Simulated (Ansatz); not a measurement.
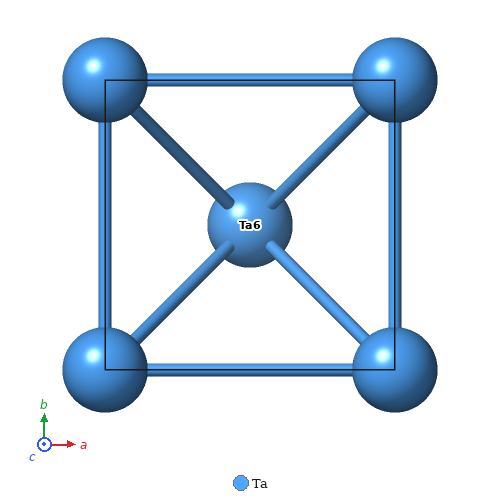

The system is Ta (Fm-3m, No. 225; 6 atoms in the cell); the picture shows the reference structure. Gamma surface: rigid slide across a plane, one fault a cell; the plane is (0 0 1) of the conventional cell. Places are given modulo a cell vector. The map is drawn in real space over the plane of the slide. Nothing is relaxed (rigid halves, spacing across the cut fixed). The grid has 6 × 6 points; 10 points were computed and 26 follow by symmetry. All energies are given in mJ/m² relative to the lowest grid point. These are results of Ansatz, DFT LDA, scalar-relativistic, plane waves, PAW, not measurements. Settings: cutoff 420 eV, k-mesh 15×15×4 in the order of the run's cell vectors, gaussian smearing 0.15 eV, no spin polarisation.

Its coordinates:

```yaml
crystal:
  lattice:
    - [-2.06999, -2.06999, 0.00000]
    - [2.06999, -2.06999, 0.00000]
    - [0.00000, 0.00000, 12.41993]
  atoms:
    - { symbol: Ta, position: [0.00000, 0.00000, 0.91665] }
    - { symbol: Ta, position: [0.50000, 0.50000, 0.08332] }
    - { symbol: Ta, position: [0.00000, 0.00000, 0.24998] }
    - { symbol: Ta, position: [0.50000, 0.50000, 0.41665] }
    - { symbol: Ta, position: [0.00000, 0.00000, 0.58332] }
    - { symbol: Ta, position: [0.50000, 0.50000, 0.74998] }
```

The input of one point:

```yaml
crystal:
  lattice:
    - [-2.0699878313, -2.0699878313, 0.0]
    - [2.0699878313, -2.0699878313, 0.0]
    - [0.0, 0.0, 12.4199269876]
  atoms:
    - { symbol: Ta, position: [0.0, 0.0, 0.0] }
    - { symbol: Ta, position: [0.5, 0.5, 0.1666666667] }
    - { symbol: Ta, position: [0.0, 0.0, 0.3333333333] }
    - { symbol: Ta, position: [0.5, 0.5, 0.5] }
    - { symbol: Ta, position: [0.0, 0.0, 0.6666666667] }
    - { symbol: Ta, position: [0.5, 0.5, 0.8333333333] }
basis:
  ecutwfc: 420
kpoints:
  mp_grid: { grid: [15, 15, 4] }
hamiltonian:
  xc: lda
  pseudopotentials: { kind: paw, azcp: { folder: soft_1 } }
scf:
  occupations: { method: gaussian, width: 0.15 }
output:
  forces: true
  stress: true
  eigenvalues: true
  write_density: true
  write_potential: true
  elf: true
  volumetric_format: npy
```

Range: slide along a1 from 0.000 to 0.833; slide along a2 from 0.000 to 0.833.

What will the energy surface look like?

Answer. The lowest grid point is at (0/6, 0/6) of the cell vectors. No other kind of well shows on this grid. The highest grid point, (3/6, 3/6) of the cell vectors, lies 5591 mJ/m² above the lowest. On the interpolated surface the easiest way out of the lowest well to its copy in the next cell or period passes a barrier of about 2000 mJ/m².

```
slide along a2 ↓, slide along a1 →   0/6   1/6   2/6   3/6   4/6   5/6
                               5/6   323   717  1749  2518  1749   717
                               4/6  1361  1749  3112  4236  3112  1749
                               3/6  2038  2518  4236  5591  4236  2518
                               2/6  1361  1749  3112  4236  3112  1749
                               1/6   323   717  1749  2518  1749   717
                               0/6     0   323  1361  2038  1361   323
```

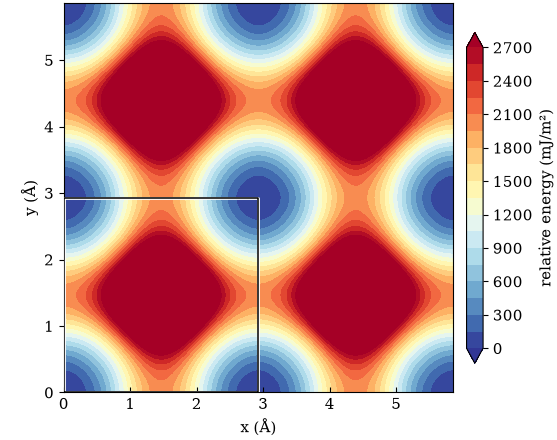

The picture shows filled contours, the outline of one cell of the 2 × 2 shown, one colour for all values above the top of the scale. Between grid points the surface is interpolated.

Time for the 10 points that were run: 13 min on 2 threads of Arm Neoverse N1, with other jobs on the host.
